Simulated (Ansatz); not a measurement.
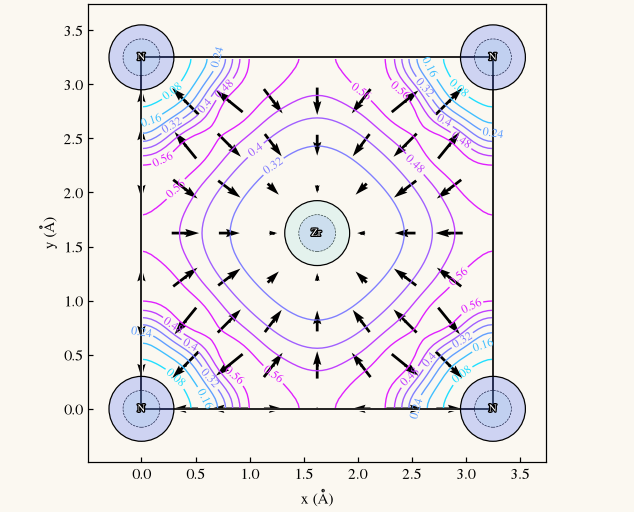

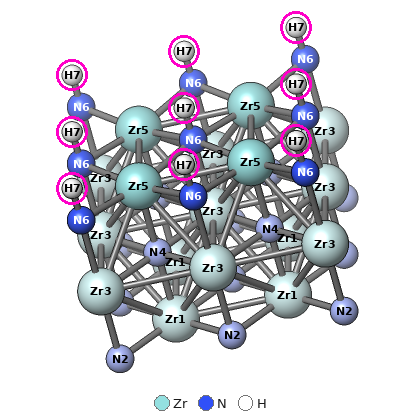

Energy landscape of H on a ZrN(100) slab cut from the Fm-3m phase, its upper half relaxed before the scan (6 atoms of substrate and one adsorbate in a 1 × 1 cell). H is moved over the surface cell; relaxed at each place: the height of the adsorbate's atoms; substrate rigid; the origin of the map has the adsorbate above N6. Places are given modulo a cell vector. The map is drawn in real space over the plane of the surface. The grid has 8 × 8 points; 15 points were computed and 49 follow by symmetry. Energies: eV, counted from the lowest grid point. With one adsorbate in each 1 × 1 cell, its nearest image is 3.2 Å away, so neighbouring adsorbates interact. Theory: DFT PBE, scalar-relativistic, plane waves, PAW (Ansatz 0.2.0). Settings: cutoff 420 eV, k-mesh 8×8×1, gaussian smearing 0.1 eV, no spin polarisation.

Drawn: contour lines labelled in eV, dots at the grid points, arrows along the force (downhill), their lengths compressed, labelled circles for the atoms of the top layer and small ones for the second layer, the outline of one cell of the plane. Between grid points the surface is interpolated. The second picture is the structure at the lowest point; rings mark the moved atoms.

What does the map say about the system?

The lowest grid point is at the top site over a surface N atom, (0/8, 0/8) of the cell vectors. There is a further well near the top site over a surface Zr atom, (4/8, 4/8) of the cell vectors (0.272 eV above the lowest at that grid point). The highest grid point, (0/8, 3/8) of the cell vectors [nearest 1 N at 1.77 Å], lies 0.605 eV above the lowest. On the interpolated surface the easiest way out of the lowest well to the well at the top site over a surface Zr atom, (4/8, 4/8) of the cell vectors passes a barrier of about 0.57 eV. At the lowest point the adsorbate has 1 N at 1.06 Å as nearest neighbours, at the highest 1 N at 1.77 Å. Its relaxed height above the top atom is 1.06 Å at the lowest and 1.28 Å at the highest point.

Time for the 15 points that were run: 8.8 min on 2 threads of Arm Neoverse V2, on a shared host.

PAW datasets: the set soft_1.
